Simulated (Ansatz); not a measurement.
Run report: Ni, single-point calculation (part 1 of 2)

System: Ni (slab, 4 atoms in the cell).
Method: DFT, PBE, PAW with Ansatz's default frozen-core files, scalar-relativistic, spin-polarised (Ansatz 0.2.0).

It belongs to a series of runs on one base structure; here: no images along the normal, PAW files. Figures and captions count atoms from 1; the log counts them from 0 in places.

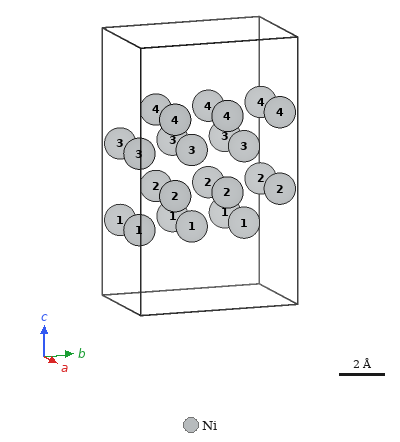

Figure 1. The structure as given in the input (spheres-only view of the 2 × 3 repeat of the cell, with the vacuum cut short, seen slightly off an axis; atoms are numbered from 1 in the order of the input).

**Results in brief**

- outcome: converged
- electrons treated: 72
- free energy: −23357.2631 eV
- Fermi energy: −4.882 eV
- net moment of the cell: 2.72 μB
- integrated absolute moment: 3.09 μB
- largest force (length of the vector): under 0.001 eV/Å
- hardware: 2 threads of Intel Xeon (Granite Rapids), 64 GiB of memory available, shared host
- wall time: 38 s (CPU time 74 s)
- peak memory: 0.89 GiB

Warnings of the run: the structure was made exactly symmetric; the exchange-correlation potential is rough where the density is thin.

**Input**
```yaml
crystal:
  lattice:
    - [2.4893873964, 0.0, 0.0]
    - [0.0, 2.4893873964, 0.0]
    - [0.0, 0.0, 21.2808]
  atoms:
    - { symbol: Ni, position: [0.25, 0.25, 0.3783360471], spin: 1.0 }
    - { symbol: Ni, position: [0.75, 0.75, 0.4580019182], spin: 1.0 }
    - { symbol: Ni, position: [0.25, 0.25, 0.5419981692], spin: 1.0 }
    - { symbol: Ni, position: [0.75, 0.75, 0.6216638649], spin: 1.0 }
  periodic: [true, true, false]
magnetization:
  spin_polarized: true
kpoints:
  mp_grid: { grid: [16, 16, 1] }
scf:
  occupations: { method: fermi_dirac, width: 0.1 }
hamiltonian:
  xc: pbe
  pseudopotentials: { kind: paw }
output:
  forces: true
  stress: true
  eigenvalues: true
  write_density: true
  write_potential: true
  elf: true
  volumetric_format: npy
```

Launched with:
```bash
ansatz run input.yaml --threads 2 --pin off --max-ram 6144MiB --backend cpu --events-out ev --progress --plain --runs-dir out
```

**Output**
```
Warning: crystal.periodic: the lattice vector that does not repeat stood 0.000° off the slab's normal, 21.281 Å along it as the deck builds it. The run solves the slab on a vector along the normal, 34.156 Å long, with every atom where it was (on the deck's vector they left 16.10 Å outside them, and the widest stretch free of ions among them is 1.79 Å). A fractional position that the run reports is one of the run's cell, which starts as this one, and not of the deck's: it goes into a deck with that cell's vectors. The slab on that cell runs as it stands in a deck that lists each atom with its symbol and moment, types crystal.periodic and leaves out crystal.checkpoint, crystal.saddle_side, crystal.structure_sha256, crystal.space_group, crystal.setting, crystal.reduce_to_primitive, crystal.supercell, crystal.defects and each atom's wyckoff. Where those keys changed the vectors of the plane, lay the indices of each lattice_plane and lattice_line anew on these rows. Along the normal they count this vector already. An outside_sphere can name other atoms there (type this run's as sites). In the order of the run's atom list the slab is: crystal.lattice: [[2.4893873964, 0.0, 0.0], [0.0, 2.4893873964, 0.0], [0.0, 0.0, 34.15642125007648]]; position: [0.25, 0.25, 0.23571830585464668]; position: [0.7500000000000001, 0.7500000000000001, 0.28535329124413866]; position: [0.25, 0.25, 0.33768627440983834]; position: [0.7500000000000001, 0.7500000000000001, 0.3873211505182001];
Warning: the atoms were moved onto the symmetric positions of the space group found under crystal.symmetry.tolerance 1.0e-5 (fractional; no operation is sought that the atoms, as they stand in a round, miss by more than twice it, and no atom is moved by as much as it), and the run uses the moved positions. Before a round's move an operation carried an atom to 1.87e-6 Å from where it should land, the largest such distance. Atom 0 (counting from 0) moved farthest, by 9.33e-7 Å; the longest move in fractions of the cell, of whichever atom, is 2.7e-3 of the tolerance, in 1 round. To run the atoms as typed, lower crystal.symmetry.tolerance until the operations that they miss are no longer found, or set crystal.symmetry.detect: false (a key that needs symmetry detection or time reversal refuses this as the deck is read). The cell that the run holds for the slab and the positions used, fractions of it, in the order of the run's atom list, to be typed as slab_cell_height_set says: crystal.lattice: [[2.4893873964, 0.0, 0.0], [0.0, 2.4893873964, 0.0], [0.0, 0.0, 34.15642125007648]]; position: [0.25, 0.25, 0.23571833317492924]; position: [0.7500000000000001, 0.7500000000000001, 0.2853532639238561]; position: [0.25, 0.25, 0.3376862470895558]; position: [0.7500000000000001, 0.7500000000000001, 0.38732117783848263];
crystal.periodic: the lattice vector that does not repeat stood 0.000° off the slab's normal, 21.281 Å along it as the deck builds it. The run solves the slab on a vector along the normal, 34.156 Å long, with every atom where it was (on the deck's vector they left 16.10 Å outside them, and the widest stretch free of ions among them is 1.79 Å). A fractional position that the run reports is one of the run's cell, which starts as this one, and not of the deck's: it goes into a deck with that cell's vectors. The slab on that cell runs as it stands in a deck that lists each atom with its symbol and moment, types crystal.periodic and leaves out crystal.checkpoint, crystal.saddle_side, crystal.structure_sha256, crystal.space_group, crystal.setting, crystal.reduce_to_primitive, crystal.supercell, crystal.defects and each atom's wyckoff. Where those keys changed the vectors of the plane, lay the indices of each lattice_plane and lattice_line anew on these rows. Along the normal they count this vector already. An outside_sphere can name other atoms there (type this run's as sites). In the order of the run's atom list the slab is: crystal.lattice: [[2.4893873964, 0.0, 0.0], [0.0, 2.4893873964, 0.0], [0.0, 0.0, 34.15642125007648]]; position: [0.25, 0.25, 0.23571830585464668]; position: [0.7500000000000001, 0.7500000000000001, 0.28535329124413866]; position: [0.25, 0.25, 0.33768627440983834]; position: [0.7500000000000001, 0.7500000000000001, 0.3873211505182001];
Engine: ansatz 0.2.0, x86_64-unknown-linux-gnu
Pseudopotentials: kind: paw
Pseudopotential: Ni, paw, valence charge 18, recommended cutoff 420 eV (normal), Ni.paw.azcp
Functional definition: PBE
  parameter kappa = 0.804
  parameter beta = 0.06672455060314922
  exchange = pbe_x(kappa = kappa, mu = beta*pi^2/3)
  correlation = pbe_c(beta = beta)
Crystal: 4 atoms, lattice volume = 211.669 Å³
Basis set: ecut = 420 eV, 4115 PW (Γ), exchange–correlation on 36×36×480 points (8 copies of the dense FFT grid, shifted against one another)
Bands: 46, of which v1, the nominal top of the filled ones, is band 36 counted from 1 (35 counted from 0)
Symmetry: 16 space group operations
Space group: P4/nmm (ITA 129), of the structure as read, at distance tolerance 6.0e-5 Å
Magnetic group: BNS 129.411 (UNI 1071), of the structure as read, at distance tolerance 6.0e-5 Å
k-points: 45 of 256
Non-local potential: Ni, projectors of the file, l = 0: 3, l = 1: 2, l = 2: 3, l = 3: 1
PAW form: soft (Blöchl's): semilocal exchange-correlation on the pseudo side does not see the compensation charge
PAW one-centre angular grid: Ni, 590 points (default); XC on 64 Gauss nodes
Initial density: superposition of atomic densities (neutral atoms: chi_scale 0, normalization atom)
Starting moments: Σ|m| = 4 μB on 4 of 4 sites
Initial wavefunctions: pseudopotential atomic-orbital guess
Functional: x = pbe(κ = 0.804, μ = 0.2195149727645171), c = pbe(β = 0.06672455060314922)
SCF iter   1: F=—  HF=-23353.499772 eV  |F-HF|=—  |Δ(HF+E_count)|=         —  Δρ=1.37e-2 (↑1.37e-2 ↓1.37e-2)  dr2=3.94e0  dr2_m=9.01e-2  M=3.502 μB ∫|m|=3.682 μB  β_m=0.30  ethr=3.10e-3  ⟨swp⟩=17.5  Hψ=31332  notcnv=0  defer=81
Mixer restart at iter 1: flushing history
preconditioner: auto → LDOS  [metal: Δε(μ)=0.006 eV  Ē_g=7.647 eV  σ=0.100 eV  W_gap=0.01  n_scr=24 (ndim 8)  ℏωp=16.1 eV  f_vac=0.739  D(μ)=7.88/eV (n_scr^D=56)]
spin=Collinear: LDOS preconditioning applied to the charge; magnetization (m = ρ↑ − ρ↓) channel mixes plain (no charge-response kernel on spin).
SCF iter   2: F=—  HF=-23353.899497 eV  |F-HF|=—  |Δ(HF+E_count)|=   4.00e-1  Δρ=1.35e-2 (↑9.48e-3 ↓1.35e-2)  dr2=8.88e-1  dr2_m=3.47e-2  M=3.260 μB ∫|m|=3.501 μB  β_m=0.31  ethr=3.10e-3  ⟨swp⟩=3.2  Hψ=7668  notcnv=0  defer=189
SCF iter   3: F=—  HF=-23355.284554 eV  |F-HF|=—  |Δ(HF+E_count)|=    1.39e0  Δρ=7.50e-3 (↑3.28e-3 ↓7.50e-3)  dr2=1.93e-1  dr2_m=2.50e-2  M=3.173 μB ∫|m|=3.447 μB  β_m=0.44  ethr=1.23e-3  ⟨swp⟩=3.2  Hψ=8438  notcnv=0  defer=184
SCF iter   4: F=—  HF=-23356.728485 eV  |F-HF|=—  |Δ(HF+E_count)|=    1.44e0  Δρ=8.63e-3 (↑2.22e-3 ↓8.63e-3)  dr2=1.18e-1  dr2_m=3.74e-2  M=2.936 μB ∫|m|=3.276 μB  β_m=0.51  ethr=2.69e-4  ⟨swp⟩=4.0  Hψ=9364  notcnv=0  defer=191
SCF iter   5: F=—  HF=-23357.245721 eV  |F-HF|=—  |Δ(HF+E_count)|=   5.17e-1  Δρ=3.50e-3 (↑2.29e-3 ↓3.50e-3)  dr2=2.93e-2  dr2_m=6.77e-3  M=2.778 μB ∫|m|=3.152 μB  β_m=0.64  ethr=1.64e-4  ⟨swp⟩=4.0  Hψ=9542  notcnv=0  defer=201
SCF iter   6: F=—  HF=-23357.258680 eV  |F-HF|=—  |Δ(HF+E_count)|=   1.30e-2  Δρ=1.95e-3 (↑4.79e-4 ↓1.95e-3)  dr2=9.22e-3  dr2_m=1.87e-3  M=2.679 μB ∫|m|=3.063 μB  β_m=0.61  ethr=4.07e-5  ⟨swp⟩=2.9  Hψ=9044  notcnv=0  defer=224
SCF iter   7: F=—  HF=-23357.261851 eV  |F-HF|=—  |Δ(HF+E_count)|=   3.17e-3  Δρ=5.31e-4 (↑5.31e-4 ↓4.41e-4)  dr2=5.57e-4  dr2_m=2.40e-4  M=2.707 μB ∫|m|=3.084 μB  β_m=0.76  ethr=1.28e-5  ⟨swp⟩=2.7  Hψ=7144  notcnv=0  defer=223
SCF iter   8: F=—  HF=-23357.263096 eV  |F-HF|=—  |Δ(HF+E_count)|=   1.25e-3  Δρ=3.19e-4 (↑1.47e-4 ↓3.19e-4)  dr2=3.04e-4  dr2_m=4.37e-5  M=2.713 μB ∫|m|=3.087 μB  β_m=0.74  ethr=7.74e-7  ⟨swp⟩=3.3  Hψ=8734  notcnv=0  defer=222
SCF iter   9: F=—  HF=-23357.263109 eV  |F-HF|=—  |Δ(HF+E_count)|=   1.32e-5  Δρ=8.93e-5 (↑4.69e-5 ↓8.93e-5)  dr2=6.75e-6  dr2_m=7.81e-6  M=2.715 μB ∫|m|=3.087 μB  β_m=0.87  ethr=4.22e-7  ⟨swp⟩=2.5  Hψ=7366  notcnv=0  defer=220
SCF iter  10: F=—  HF=-23357.263109 eV  |F-HF|=—  |Δ(HF+E_count)|=   5.71e-7  Δρ=1.99e-5 (↑9.66e-6 ↓1.99e-5)  dr2=1.03e-6  dr2_m=1.04e-7  M=2.715 μB ∫|m|=3.087 μB  β_m=0.89  ethr=9.37e-9  ⟨swp⟩=3.7  Hψ=9328  notcnv=0  defer=220
SCF iter  11: F=—  HF=-23357.263109 eV  |F-HF|=—  |Δ(HF+E_count)|=   2.08e-7  Δρ=8.22e-6 (↑2.83e-6 ↓8.22e-6)  dr2=2.05e-7  dr2_m=1.96e-8  M=2.715 μB ∫|m|=3.087 μB  β_m=0.92  ethr=1.42e-9  ⟨swp⟩=2.9  Hψ=7951  notcnv=0  defer=220
SCF iter  12: F=—  HF=-23357.263109 eV  |F-HF|=—  |Δ(HF+E_count)|=   2.11e-8  Δρ=3.46e-6 (↑2.31e-6 ↓3.46e-6)  dr2=4.78e-8  dr2_m=1.84e-9  M=2.715 μB ∫|m|=3.087 μB  β_m=0.86  ethr=2.85e-10  ⟨swp⟩=3.1  Hψ=7458  notcnv=0  defer=220
iter 13 met the thresholds in force, and the SCF goes on: an eigenvalue changes by 3.87 meV, over its tolerance of 0.50 meV (output.eigenvalues, Limitations)
SCF iter  13: F=-23357.263109 eV  HF=-23357.263109 eV  |F-HF|=2.48e-8  |Δ(HF+E_count)|=   2.12e-9  Δρ=1.94e-6 (↑1.04e-6 ↓1.94e-6)  dr2=2.96e-8  dr2_m=1.26e-9  M=2.715 μB ∫|m|=3.087 μB  β_m=0.74  ethr=6.64e-11  ⟨swp⟩=24.0  Hψ=44380  notcnv=0
iter 14 met the thresholds in force, and the SCF goes on: an eigenvalue changes by 1.64 meV, over its tolerance of 0.50 meV (output.eigenvalues, Limitations)
SCF iter  14: F=-23357.263109 eV  HF=-23357.263109 eV  |F-HF|=8.15e-10  |Δ(HF+E_count)|=  8.44e-10  Δρ=5.08e-7 (↑2.96e-7 ↓5.08e-7)  dr2=1.69e-9  dr2_m=1.11e-10  M=2.715 μB ∫|m|=3.087 μB  β_m=1.00  ethr=4.11e-11  ⟨swp⟩=11.3  Hψ=30708  notcnv=0
Mixer restart at iter 14: flushing history
SCF iter  15: F=-23357.263109 eV  HF=-23357.263109 eV  |F-HF|=1.38e-8  |Δ(HF+E_count)|=   3.22e-9  Δρ=1.11e-6 (↑8.07e-7 ↓1.11e-6)  dr2=1.49e-8  dr2_m=9.88e-11  M=2.715 μB ∫|m|=3.087 μB  β_m=1.00  ethr=2.35e-12  ⟨swp⟩=2.2  Hψ=7376  notcnv=0  κ⁻¹=1.0e0(r=1)
SCF iter  16: F=-23357.263109 eV  HF=-23357.263109 eV  |F-HF|=2.68e-9  |Δ(HF+E_count)|=   1.40e-9  Δρ=7.54e-7 (↑4.04e-7 ↓7.54e-7)  dr2=2.23e-9  dr2_m=6.67e-11  M=2.715 μB ∫|m|=3.087 μB  ethr=2.35e-12  ⟨swp⟩=10.6  Hψ=31346  notcnv=0
SCF 1 converged in 16 iterations: F = -23357.263109 eV  dr2 = 2.23e-9
  greatest PAW one-centre occupation: 1.001 electrons in one spin orbital (limit 2), on the Ni atom at site 3 (counted from 0), in its partial waves of l = 1
```

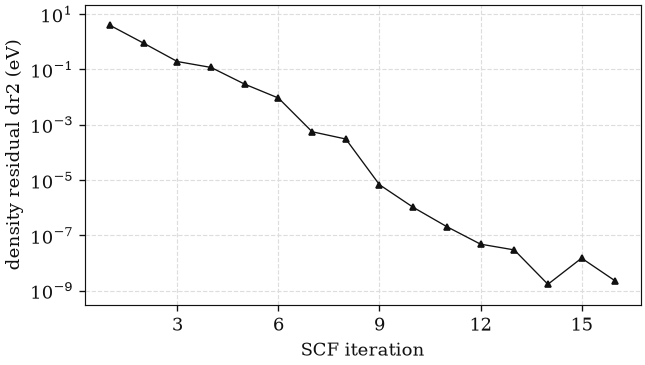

Figure 2. Convergence of the self-consistent field: density residual dr2 against the SCF iteration. The residual comes down, with one marked jump up, by a factor of about 9, at step 15.
